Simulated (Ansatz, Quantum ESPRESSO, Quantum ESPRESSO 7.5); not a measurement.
## Charging silicene, 1 layer

Aim: potential against charge for silicene, 1 layer facing a metal electrode, and the capacitance that follows.

Calculated with Quantum ESPRESSO 7.5; plane-wave DFT, PBE, GBRV ultrasoft pseudopotentials (geometry by Ansatz 0.2.0 with PAW datasets; geometry under PBE).

### Step 1. The structure

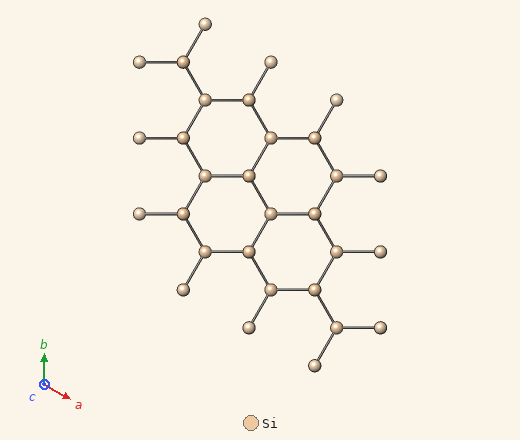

Start, viewed from above; silicon light orange. 3×3×1 cells are drawn. Some periodic images of atoms are drawn too.

The cell holds 2 atoms: 2 Si. Its edges and angles: a = 3.870 Å, b = 3.870 Å, c = 16.450 Å, α = 90.0°, β = 90.0°, γ = 120.0°. It derives from Si. Vacuum lies along c.

As a file:

```cif
data_structure
_symmetry_space_group_name_H-M 'P 1'
_symmetry_Int_Tables_number 1
_cell_length_a 3.8700
_cell_length_b 3.8700
_cell_length_c 16.4500
_cell_angle_alpha 90.000
_cell_angle_beta 90.000
_cell_angle_gamma 120.000
_cell_volume 213.36
loop_
_atom_site_label
_atom_site_type_symbol
_atom_site_fract_x
_atom_site_fract_y
_atom_site_fract_z
_atom_site_occupancy
Si1 Si 0.66667 0.33333 0.48632 1
Si2 Si 0.33333 0.66667 0.51368 1
```

### Step 2. Geometry from Ansatz

The geometry comes first, from a plane-wave PAW code, so that the later runs on this slab share one structure.

input.yaml reads:

```yaml
crystal:
  lattice:
    - [3.87, 0.0, 0.0]
    - [-1.935, 3.3515183126, 0.0]
    - [0.0, 0.0, 16.45]
  atoms:
    - { symbol: Si, position: [0.6666666667, 0.3333333333, 0.4863221884] }
    - { symbol: Si, position: [0.3333333333, 0.6666666667, 0.5136778116] }
kpoints:
  mp_grid: { grid: [12, 12, 1] }
hamiltonian:
  xc: pbe
scf:
  occupations: { method: fermi_dirac, width: 0.05 }
  convergence: { dr2_threshold: 1.0e-08 }
efield:
  axis: 3
  dipole_correction: true
  ramp_position: 0.97
  ramp_width: 0.04
relax:
  f_tol: 0.01
  cell: { fix: [c, alpha, beta] }
output:
  write_potential: true
  write_density: true
  volumetric_format: npy
```

Run with:

```console
ansatz run input.yaml --threads 4 --pin off --max-ram 8192MiB --backend cpu --events-out ev --progress --plain --runs-dir out
```

Numbers of over 12 decimals in the logs are rounded to 6 here.

What it wrote:

```text
Warning: relax.cell: scf.convergence.dr2_threshold = 1e-8 eV is looser than the 2e-10 eV advised for a relaxation that steers and ends on the stress (1e-10 eV for each atom of the cell: 2). What an SCF threshold leaves in a stress goes as its square root, and in the free energy as the threshold itself, and one threshold admits the most on a small cell: [figures from the program's tests cut] Set scf.convergence.dr2_threshold to 2e-10 eV or tighter. The threshold is an SCF's pass mark: one that does not reach it within its budget of iterations ends unconverged, or closes short of it on a stop that the run arms, and scf.convergence.dr2_threshold's page says what that costs each kind of run
Engine: ansatz 0.2.0, aarch64-unknown-linux-gnu
Pseudopotentials: kind: paw
Pseudopotential: Si, paw, valence charge 4, recommended cutoff 420 eV (normal), Si.paw.azcp
Functional definition: PBE
  parameter kappa = 0.804
  parameter beta = 0.066725
  exchange = pbe_x(kappa = kappa, mu = beta*pi^2/3)
  correlation = pbe_c(beta = beta)
Crystal: 2 atoms, lattice volume = 213.363 Å³
Basis set: ecut = 420 eV, 4243 PW (Γ), exchange–correlation on 54×54×240 points (8 copies of the dense FFT grid, shifted against one another)
Bands: 8, of which v1, the nominal top of the filled ones, is band 4 counted from 1 (3 counted from 0)
Symmetry: 6 space group operations
k-points: 19 of 144 (time reversal used)
Non-local potential: Si, projectors of the file, l = 0: 2, l = 1: 2, l = 2: 2
PAW form: soft (Blöchl's): semilocal exchange-correlation on the pseudo side does not see the compensation charge
PAW one-centre angular grid: Si, 110 points (default); XC on 64 Gauss nodes
Initial density: superposition of atomic densities (neutral atoms: chi_scale 0, normalization atom), corrected by the library's trained network
Initial wavefunctions: pseudopotential atomic-orbital guess
Functional: x = pbe(κ = 0.804, μ = 0.219515), c = pbe(β = 0.066725)
SCF iter   1: F=—  HF=-1270.335312 eV  |F-HF|=—  |Δ(HF+E_count)|=         —  Δρ=7.54e-4  dr2=1.74e-3  ethr=1.77e-3  p=-0.000 e·Å  D=-2.13e-4 V/Å  ΔV_dip=0.00 eV  dr2_dipole=1.29e-7  V_vac-E_F(+/−)=4.67/4.67 eV  ⟨swp⟩=8.0  Hψ=1631  notcnv=0
efield: sawtooth ramp at fractional position 0.9700 (set: `efield.ramp_position`, or a place that a band, a saddle search or an elastic batch's reference lends), width 0.0400; the density the first Hamiltonian is built on has a dipole p = -0.000 e·Å; the dipole correction subtracts the counter field D = -2.13e-4 V/Å, which shifts the + side's vacuum level by +0.00 eV against the − side's; the planar-averaged density in the ramp window peaks in size at 2.2e-5 e/Å³
preconditioner: auto → LDOS  [metal: Δε(μ)=0.000 eV  Ē_g=8.392 eV  σ=0.050 eV  W_gap=0.00  n_scr=8 (ndim 8)  ℏωp=7.2 eV  f_vac=0.688  D(μ)=0.28/eV (n_scr^D=2)  β→1.0]
SCF iter   2: F=—  HF=-1270.340311 eV  |F-HF|=—  |Δ(HF+E_count)|=   5.00e-3  Δρ=1.26e-4  dr2=3.24e-5  ethr=2.18e-5  p=0.000 e·Å  D=8.76e-5 V/Å  ΔV_dip=-0.00 eV  dr2_dipole=1.70e-7  V_vac-E_F(+/−)=4.59/4.60 eV  ⟨swp⟩=2.9  Hψ=462  notcnv=0
SCF iter   3: F=—  HF=-1270.340334 eV  |F-HF|=—  |Δ(HF+E_count)|=   2.34e-5  Δρ=2.31e-5  dr2=3.49e-6  ethr=4.06e-7  p=-0.000 e·Å  D=-1.30e-4 V/Å  ΔV_dip=0.00 eV  dr2_dipole=3.64e-7  V_vac-E_F(+/−)=4.60/4.60 eV  ⟨swp⟩=2.3  Hψ=225  notcnv=0
SCF iter   4: F=—  HF=-1270.340339 eV  |F-HF|=—  |Δ(HF+E_count)|=   4.68e-6  Δρ=1.50e-5  dr2=2.65e-6  ethr=4.36e-8  p=0.000 e·Å  D=1.54e-4 V/Å  ΔV_dip=-0.00 eV  dr2_dipole=5.08e-7  V_vac-E_F(+/−)=4.60/4.60 eV  ⟨swp⟩=2.7  Hψ=226  notcnv=0
SCF iter   5: F=—  HF=-1270.340338 eV  |F-HF|=—  |Δ(HF+E_count)|=   3.47e-7  Δρ=5.12e-6  dr2=1.51e-7  ethr=3.32e-8  p=0.000 e·Å  D=2.96e-5 V/Å  ΔV_dip=-0.00 eV  dr2_dipole=1.97e-8  V_vac-E_F(+/−)=4.60/4.60 eV  ⟨swp⟩=1.6  Hψ=175  notcnv=0
SCF iter   6: F=-1270.340339 eV  HF=-1270.340339 eV  |F-HF|=2.44e-9  |Δ(HF+E_count)|=   2.83e-8  Δρ=1.35e-6  dr2=9.23e-9  ethr=1.25e-10  p=0.000 e·Å  D=8.05e-6 V/Å  ΔV_dip=-0.00 eV  dr2_dipole=1.23e-9  V_vac-E_F(+/−)=4.60/4.60 eV  ⟨swp⟩=8.0  Hψ=928  notcnv=0
SCF 1 converged in 6 iterations: F = -1270.340339 eV  dr2 = 9.23e-9
  greatest PAW one-centre occupation: 0.650 electrons in one spin orbital (limit 2), on the Si atom at site 1 (counted from 0), in its partial waves of l = 0
relax step   1: F+E_penalty+E_count = -1270.34033853 eV  Δ(F+E_penalty+E_count) = +0.000e0 eV  max|allowed force component| = 1.668e-3 eV/Å  Δτ_max = 0.0000 Å  P = -0.015 GPa  Ω = 213.363 Å³  fix = [c, alpha, beta]  reactions: c +0.001 GPa  (6 SCF iters, accepted)
Initial density: handed on by an earlier stage of this run
Initial wavefunctions: pseudopotential atomic-orbital guess (no wavefunctions were taken with the density)
iter 1 solved again at ethr=1.02e-6 eV; its pass at ethr=3.10e-3 eV (dr2=8.19e-5 eV) is discarded
SCF iter   1: F=—  HF=-1270.340331 eV  |F-HF|=—  |Δ(HF+E_count)|=         —  Δρ=1.58e-6  dr2=1.03e-8  ethr=1.02e-6  p=0.000 e·Å  D=8.05e-6 V/Å  ΔV_dip=-0.00 eV  dr2_dipole=1.20e-9  V_vac-E_F(+/−)=4.60/4.60 eV  ⟨swp⟩=3.7  Hψ=2126  notcnv=0
efield: sawtooth ramp at fractional position 0.9700 (set: `efield.ramp_position`, or a place that a band, a saddle search or an elastic batch's reference lends), width 0.0400; the density the first Hamiltonian is built on has a dipole p = 0.000 e·Å; the dipole correction subtracts the counter field D = 8.05e-6 V/Å, which shifts the + side's vacuum level by -0.00 eV against the − side's; the planar-averaged density in the ramp window peaks in size at 9.4e-9 e/Å³
eigensolver tolerance schedule: the retry pair's looser diagonalisation over-reported the residual by 7931.33 of it (diagonalisation noise at an unbounded share of the residual, at the tolerance the schedule requests for it); recorded, not acted on — ethr = c·dr2/N_el stays at c = 1.0e-1
preconditioner: auto → LDOS  [insulator: Δε(μ)=0.555 eV  Ē_g=8.404 eV  σ=0.050 eV  W_gap=0.50  n_scr=8 (ndim 8)  ℏωp=7.2 eV  f_vac=0.670  D(μ)=0.28/eV (n_scr^D=2)  ε∞_Penn≈1.7  β→1.0]
SCF iter   2: F=—  HF=-1270.340339 eV  |F-HF|=—  |Δ(HF+E_count)|=   7.63e-6  Δρ=1.36e-6  dr2=1.74e-8  ethr=1.29e-10  p=-0.000 e·Å  D=-1.20e-5 V/Å  ΔV_dip=0.00 eV  dr2_dipole=3.09e-9  V_vac-E_F(+/−)=4.60/4.60 eV  ⟨swp⟩=3.4  Hψ=311  notcnv=0
SCF iter   3: F=-1270.340339 eV  HF=-1270.340339 eV  |F-HF|=6.22e-10  |Δ(HF+E_count)|=  2.34e-10  Δρ=4.15e-7  dr2=1.02e-9  ethr=1.25e-10  p=0.000 e·Å  D=2.67e-6 V/Å  ΔV_dip=-0.00 eV  dr2_dipole=1.56e-10  V_vac-E_F(+/−)=4.60/4.60 eV  ⟨swp⟩=9.5  Hψ=1223  notcnv=0
SCF 2 converged in 3 iterations: F = -1270.340339 eV  dr2 = 1.02e-9
relax step   2: F+E_penalty+E_count = -1270.34033853 eV  Δ(F+E_penalty+E_count) = -5.283e-9 eV  max|allowed force component| = 1.672e-3 eV/Å  Δτ_max = 0.0000 Å  P = -0.015 GPa  Ω = 213.363 Å³  fix = [c, alpha, beta]  reactions: c +0.001 GPa  stress off target by 2.25e-2 GPa on what of the cell is left free  SCF on the basis re-selected at this cell (its energy is not comparable with the rows above)  (3 SCF iters)
basis re-selected at this cell: Δ(F+E_penalty+E_count) = -5.283e-9 eV, ΔP = -0.000 GPa vs the last step (what re-selecting the basis moved, of the pressure what is left beyond the Pulay correction that the steps carried, after the strain that the cell walked since its last selection, with what the two solves' SCF thresholds leave and, on support functions, any second-order correction that the steps lacked; it is no m [...]
SCF converged after 3 iterations
Free energy (F): -1270.340339 eV
Harris-Foulkes:  -1270.340339 eV  (|F-HF|=6.22e-10)
Internal energy: -1270.338408 eV  (E = F + TS)
E sigma→0 (E₀):  -1270.339373 eV
Entropy (-TS):   -0.001930 eV (-0.965 meV/atom)
Fermi energy:    -2.512232 eV
Dipole field:    D = -0.000014 V/Å  (p = -0.000016 e·Å, saw-weighted, corrected)
Work function:   Φ+ = 4.5986 eV   Φ− = 4.5984 eV
Levels:          The Fermi level and band energies are counted from a zero that moves with the ramp; work functions are not
--- Per-component energies (eV) ---
  E_band       = -59.643831
  E_kinetic    = 77.629032
  E_local      = -962.039780  (includes V_loc(G=0)·N_el)
  E_nonlocal   = 52.280364
  E_hartree    = 433.994898
  E_xc         = -108.462753
  E_vxc        = -90.789671  (∫ρ·V_xc dr)
  E_paw        = -1025.327795  (= ΣΔE_a)
  E_vpaw       = -4.713399  (= ΣTr[D̂ρ^β])
  E_aug_tail   = 0.000013  (compensation charges beyond the density's cutoff)
  E_efield     = 0.000000  (sawtooth field / dipole correction)
  E_vefield    = 0.000018  (∫n·V_field dr)
  E_ewald      = 261.587614
  E_smearing   = -0.001930  (= −TS)
  E_closure    = 0.000000  (closes the sum)
  Σ components = -1270.340339   (vs F -1270.340339, Δ=0.00e0)
--- Forces (eV/Å), atoms counted from 1 ---
  atom   1  Si     0.00000000    -0.00000000    -0.00166233
  atom   2  Si     0.00000000     0.00000000     0.00168207
  max |Σ_I F_I| component: 1.97e-5 eV/Å
--- Stress (GPa, compression-positive) ---
       -0.022455       0.000000      -0.000000
        0.000000      -0.022455       0.000000
       -0.000000       0.000000       0.000521
  P = ⅓ Tr σ = -0.0148 GPa (-0.148 kbar)
--- Band table (eV; the first three rows and the last of 19) ---
  k-point 0: bands = ["-13.5967", "-5.6709", "-3.7810", "-3.7810", "-0.6657", "0.0695", "0.4546", "0.4546"]
  k-point 1: bands = ["-13.5159", "-5.6163", "-4.3867", "-3.9242", "-0.2597", "0.1236", "0.5321", "0.7537"]
  k-point 2: bands = ["-13.2751", "-5.8229", "-5.1623", "-4.2532", "-0.4173", "0.2458", "1.5445", "1.5730"]
  k-point 18: bands = ["-10.3513", "-10.3513", "-6.9815", "-2.5122", "-2.5122", "1.5006", "3.1295", "3.5688"]
--- Relaxed structure (1 steps of the walk, 1 accepted, 1 SCFs on fresh bases) ---
  F+E_penalty+E_count = -1270.34033853 eV   max|allowed force component| = 1.672e-3 eV/Å   (the final SCF, on the basis selected at the relaxed cell)
  cell:  # Å, volume = 213.3627 Å³
    - [3.870000, 0.0, 0.0]
    - [-1.935000, 3.351518, 0.0]
    - [0.0, 0.0, 16.45]
  atoms:
    - { symbol: Si, position: [0.666667, 0.333333, 0.4863221884] }
    - { symbol: Si, position: [0.333333, 0.666667, 0.513678] }
```

It took 1.9 s on 4 threads of Arm Neoverse V2, shared host; peak memory 0.41 GiB.

Little changed from the start: no atom moved by 0.005 Å and no cell edge by 0.1 %.

This step gave:

```
free energy                     : -1270.3403 eV
energy at zero smearing         : -1270.3394 eV
smearing term TS                : 0.001930 eV
Fermi energy                    : -2.512 eV
gap by band count               : 1.01e-5 eV
symmetry operations             : 6
work function of the upper face : 4.599 eV
work function of the lower face : 4.598 eV
dipole along the normal         : -1.60e-5 e·Å
```

(Part 1 of 5 ends here.)

[Logs are printed without paths, hosts, clocks, repeated set-up lines and the standing remarks that a program may print on its own settings, such as how far it seeks lower states.]

[Hosts, paths, dates, database ids (printed as entryN), source tags and the programs' standing remarks are cut or masked in the printed files.]

[Maps of the electrostatic potential energy from Ansatz leave out the sawtooth potential of an applied field or a dipole correction, so their vacuum need not be flat; planar profiles and work functions include it.]
